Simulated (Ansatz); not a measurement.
A structure file:

```
Ge
1.0
     5.43409    0.00000    0.00000
     0.00000    5.43409    0.00000
     0.00000    0.00000    5.43409
Ge
8
Direct
  0.50000 0.00000 0.50000
  0.25000 0.25000 0.25000
  0.50000 0.50000 0.00000
  0.25000 0.75000 0.75000
  0.00000 0.00000 0.00000
  0.75000 0.25000 0.75000
  0.00000 0.50000 0.50000
  0.75000 0.75000 0.25000
```

What crystal do these data define?

The element is germanium. It belongs to space group Fd-3m (No. 227) and has a face-centred cubic lattice. Type of structure: diamond. The cell holds eight atoms. Each Ge has four Ge in a tetrahedral arrangement at 2.35 Å. The bonds build a three-dimensional framework.

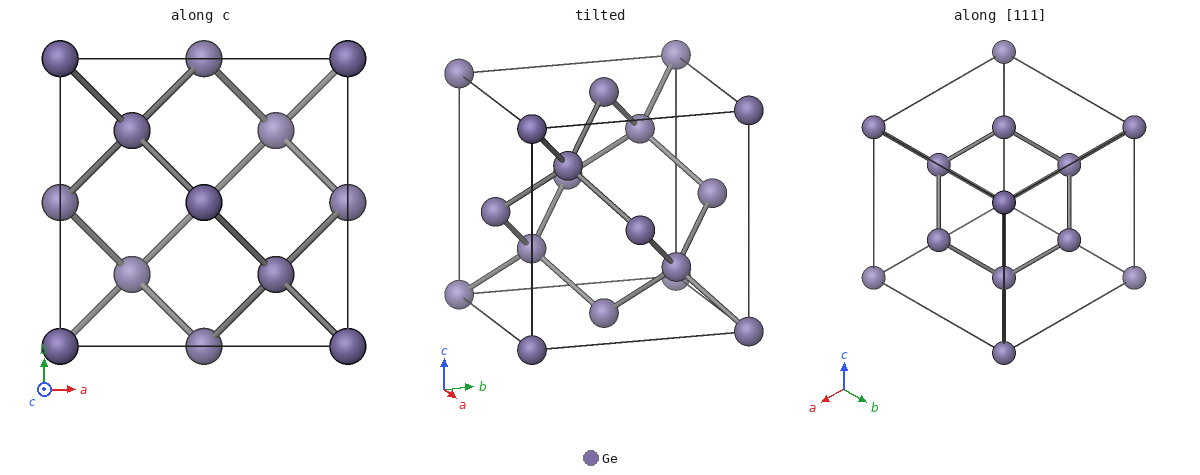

We look at a ball-and-stick model of the crystal along the c axis, slightly off an axis and along [111]. Thin lines show the conventional unit cell, with boundary atoms drawn in all their periodic places. Colours: germanium purple.

Its origin is a structure listed in the Materials Project. Earlier steps of the study, as a rule a relaxation of our own, may have changed the cell and positions, so they can lie some per cent off the listed ones. It was run through Ansatz as a DFT input.

At this level of theory the run's own cell isn't at rest (compressed, at 12 GPa), so its distances can differ from those at equilibrium, the more so the softer the solid.
